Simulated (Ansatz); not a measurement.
Single-point calculation, with input and output: CsI

CsI (Pm-3m, 2 atoms in the cell), computed with DFT r2SCAN, scalar-relativistic, plane waves, PAW, no spin polarisation (Ansatz 0.2.0).

The structure derives from an entry of the Crystallography Open Database. It belongs to a series of runs on one base structure; here: volume × 0.94.

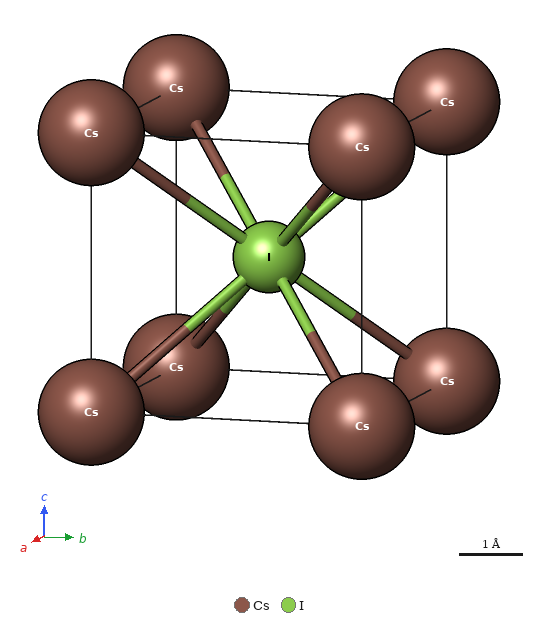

*The structure (ball-and-stick view of the cell of the calculation, seen slightly off an axis). An atom can appear more than once, as a periodic image.*

Near neighbours in the periodic cell (some may lie outside the picture): Cs has 8 I at 3.91 Å; I has 8 Cs at 3.91 Å.

**Input file**
```yaml
crystal:
  lattice:
    - [4.5149220656, 0.0, 0.0]
    - [0.0, 4.5149220656, 0.0]
    - [0.0, 0.0, 4.5149220656]
  atoms:
    - { symbol: Cs, position: [0.0, 0.0, 0.0] }
    - { symbol: I, position: [0.5, 0.5, 0.5] }
basis:
  ecutwfc: 500
kpoints:
  mp_grid: { grid: [6, 6, 6] }
hamiltonian:
  xc: r2scan
scf:
  occupations: { method: gaussian, width: 0.02 }
output:
  forces: true
  stress: true
  eigenvalues: true
  write_density: true
  write_potential: true
  elf: true
  volumetric_format: npy
```

Launch command:
```bash
ansatz run input.yaml --threads 1 --pin off --max-ram 2560MiB --backend cpu --events-out ev --progress --plain --runs-dir out
```

**The program's output**
```
Engine: ansatz 0.2.0, aarch64-unknown-linux-gnu
Pseudopotentials: kind: paw
Pseudopotential: Cs, paw, valence charge 9, recommended cutoff 500 eV (meta_gga), Cs.paw.azcp
Pseudopotential: I, paw, valence charge 17, recommended cutoff 500 eV (meta_gga), I.paw.azcp
Functional definition: r2SCAN
  parameter k0 = 0.174
  parameter k1 = 0.065
  parameter a1 = 4.9479
  exchange = r2scan_x(k0 = k0, k1 = k1, a1 = a1)
  correlation = r2scan_c
Crystal: 2 atoms, lattice volume = 92.035 Å³
Basis set: ecut = 500 eV, 2325 PW (Γ), exchange–correlation on 144×144×144 points (64 copies of the dense FFT grid, shifted against one another)
Bands: 17, of which v1, the nominal top of the filled ones, is band 13 counted from 1 (12 counted from 0)
Symmetry: 48 space group operations
Space group: Pm-3m (ITA 221), of the structure as read, at distance tolerance 4.5e-5 Å
k-points: 20 of 216
Non-local potential: Cs, projectors of the file, l = 0: 3, l = 1: 2, l = 2: 2, l = 3: 2
Non-local potential: I, projectors of the file, l = 0: 2, l = 1: 2, l = 2: 2, l = 3: 2
PAW form: soft (Blöchl's): semilocal exchange-correlation on the pseudo side does not see the compensation charge
PAW frozen core: Cs, regenerated for the run's functional (the file was generated under x = pbe(κ = 0.804, μ = 0.2195149727645171), c = pbe(β = 0.06672455060314922))
PAW frozen core: I, regenerated for the run's functional (the file was generated under x = pbe(κ = 0.804, μ = 0.2195149727645171), c = pbe(β = 0.06672455060314922))
PAW one-centre angular grid: Cs, 302 points (default); XC on 160 Gauss nodes
PAW one-centre angular grid: I, 590 points (default); XC on 160 Gauss nodes
Initial density: superposition of atomic densities (neutral atoms: chi_scale 0, normalization atom), corrected by the library's trained network
Initial wavefunctions: pseudopotential atomic-orbital guess
Functional: x = r2scan, c = r2scan; τ floored in thin density (d = 2e-4 eV/Å³)
SCF iter   1: F=—  HF=-13217.479406 eV  |F-HF|=—  |Δ(HF+E_count)|=         —  Δρ=2.54e-3  dr2=6.51e-3  dr2_τ=7.15e-4  ethr=1.77e-3  ⟨swp⟩=7.2  Hψ=1993  notcnv=0
preconditioner: auto → Resta (q_TF=auto, 2.210 Å⁻¹)  ε∞=2.6  [insulator: Δε(μ)=4.622 eV  Ē_g=11.622 eV  σ=0.020 eV  W_gap=1.00  n_scr=18 (ndim 8)  ℏωp=14.5 eV  f_vac=0.015  D(μ)=0.00/eV (n_scr^D=0)  ε∞_Penn≈2.6]
SCF iter   2: F=—  HF=-13217.492543 eV  |F-HF|=—  |Δ(HF+E_count)|=   1.31e-2  Δρ=1.25e-3  dr2=1.67e-3  dr2_τ=7.40e-5  ethr=2.51e-5  ⟨swp⟩=3.1  Hψ=817  notcnv=0
SCF iter   3: F=—  HF=-13217.492145 eV  |F-HF|=—  |Δ(HF+E_count)|=   3.98e-4  Δρ=2.25e-4  dr2=4.88e-5  dr2_τ=5.85e-6  ethr=6.43e-6  ⟨swp⟩=2.8  Hψ=699  notcnv=0
SCF iter   4: F=—  HF=-13217.492180 eV  |F-HF|=—  |Δ(HF+E_count)|=   3.46e-5  Δρ=1.18e-4  dr2=2.03e-5  dr2_τ=1.98e-7  ethr=1.88e-7  ⟨swp⟩=2.5  Hψ=686  notcnv=0
SCF iter   5: F=—  HF=-13217.492174 eV  |F-HF|=—  |Δ(HF+E_count)|=   5.35e-6  Δρ=3.50e-5  dr2=1.74e-6  dr2_τ=3.41e-8  ethr=7.80e-8  ⟨swp⟩=2.0  Hψ=600  notcnv=0
SCF iter   6: F=-13217.492174 eV  HF=-13217.492174 eV  |F-HF|=3.02e-8  |Δ(HF+E_count)|=  3.20e-10  Δρ=3.74e-6  dr2=1.94e-8  dr2_τ=4.75e-10  ethr=3.85e-10  ⟨swp⟩=8.8  Hψ=2612  notcnv=0
SCF 1 converged in 6 iterations: F = -13217.492174 eV  dr2 = 1.94e-8
  greatest PAW one-centre occupation: 0.999 electrons in one spin orbital (limit 2), on the I atom at site 1 (counted from 0), in its partial waves of l = 2
```

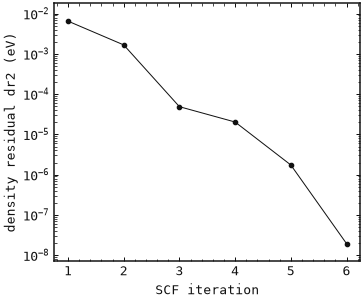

*Convergence of the self-consistent field: density residual dr2 against the SCF iteration.*

The residual falls at every step.

```
SCF converged after 6 iterations
Free energy (F): -13217.492174 eV
Harris-Foulkes:  -13217.492174 eV  (|F-HF|=3.02e-8)
Internal energy: -13217.492174 eV  (E = F + TS)
E sigma→0 (E₀):  -13217.492174 eV
Fermi energy:    6.282087 eV
--- Per-component energies (eV) ---
  E_band       = -445.516764
  E_kinetic    = 332.080884
  E_local      = -2408.221499  (includes V_loc(G=0)·N_el)
  E_nonlocal   = -60.760475
  E_hartree    = 1202.006149
  E_xc         = -284.520718
  E_vxc        = -278.695391  (∫ρ·V_xc dr)
  E_paw        = -9932.791399  (= ΣΔE_a)
  E_vpaw       = -448.739817  (= ΣTr[D̂ρ^β])
  E_aug_tail   = -0.000033  (compensation charges beyond the density's cutoff)
  E_vtau       = 14.810375  (kinetic-family band-sum trace: ∫τ·v_τ [+ j·A + Jᵃ·Aᵃ] dr)
  E_ewald      = -2065.408016
  E_core_change = 0.122932  (= ΣΔE_core)
  E_smearing   = -0.000000  (= −TS)
  E_closure    = 0.000000  (closes the sum)
  Σ components = -13217.492174   (vs F -13217.492174, Δ=0.00e0)
--- Forces (eV/Å), atoms counted from 1 ---
  atom   1  Cs    -0.00000000    -0.00000000     0.00000000
  atom   2  I     -0.00000000    -0.00000000     0.00000000
  max |Σ_I F_I| component: 4.21e-30 eV/Å
--- Stress (GPa, compression-positive) ---
        0.902088       0.000000       0.000000
        0.000000       0.902088       0.000000
        0.000000       0.000000       0.902088
  P = ⅓ Tr σ = 0.9021 GPa (9.021 kbar)
--- Band table (eV; the first three rows and the last of 20) ---
  k-point 0: bands = ["-39.7573", "-39.7573", "-39.7573", "-39.7551", "-39.7551", "-16.8998", "-7.0136", "-3.2376", "-3.2376", "-3.2376", "3.9176", "3.9176", "3.9176", "8.5684", "8.5684", "8.7488", "12.4966"]
  k-point 1: bands = ["-39.7573", "-39.7573", "-39.7573", "-39.7551", "-39.7550", "-16.8922", "-7.0188", "-3.2752", "-3.2193", "-3.2193", "3.4348", "3.8759", "3.8759", "8.7429", "9.1252", "9.4350", "12.3974"]
  k-point 2: bands = ["-39.7573", "-39.7573", "-39.7573", "-39.7551", "-39.7549", "-16.8768", "-7.0323", "-3.3352", "-3.1821", "-3.1821", "2.6848", "3.7897", "3.7897", "9.2261", "10.4061", "10.7831", "12.0307"]
  k-point 19: bands = ["-39.7574", "-39.7574", "-39.7574", "-39.7547", "-39.7547", "-16.8166", "-6.6920", "-3.5130", "-3.5130", "-3.5130", "2.5990", "2.5990", "2.5990", "11.8757", "11.8757", "11.8757", "12.7116"]
```

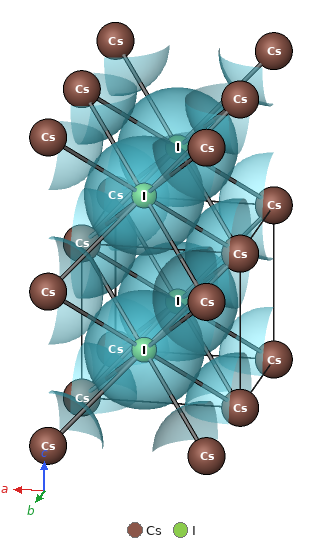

*Isosurface of the valence pseudo-density at 0.1 e/Å³ (cyan), seen at an oblique angle. Sticks mark near contacts. The outline is the cell set on symmetry axes.*

At this value the density breaks into separate islands; it holds about 90 % of the electrons treated as valence (semicore included). It is pinched off along the Cs–I (3.91 Å) contacts. On the grid the lowest density along these lines, outside the cores, is 0.06 e/Å³ (Cs–I, 3.91 Å). In a PAW calculation such maps are meaningful between the atoms, not at the nuclei.

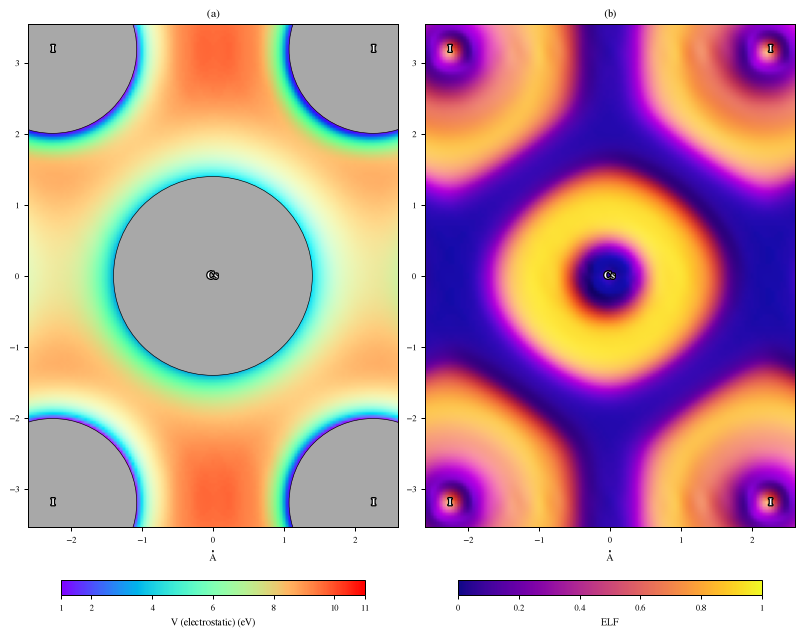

*(a) electrostatic potential energy of an electron; (b) ELF on the (101) plane of the conventional cell. Grey discs, where drawn, cover atomic cores.*

The section cuts through Cs and I sites. Cs–I (3.91 Å): the ELF peaks at about 0.80 in the valence shell of I, 1.3 Å from its nucleus, and drops to about 0.05 between the two atoms (a largely ionic contact). The strong features right at Cs lie inside the PAW spheres (semicore, d or f shells) and say nothing about bonding. Outside the cores the potential energy rises away from the atoms and is highest about 2.1 Å from the nearest atoms; outside the discs it spans about 9 eV, and its zero is arbitrary.

**Key numbers**

- outcome: converged
- space group (tolerance 0.01 Å): Pm-3m (221)
- electrons treated: 26
- free energy: −13217.4922 eV
- Fermi energy: 6.282 eV
- gap on the k-point mesh: 4.57 eV
- pressure: 0.90 GPa
- largest force (length of the vector): under 0.001 eV/Å
- hardware: 1 thread of Arm Neoverse V1, 24 GiB of memory available, shared host
- wall time: 7.8 s
- peak memory: 0.54 GiB
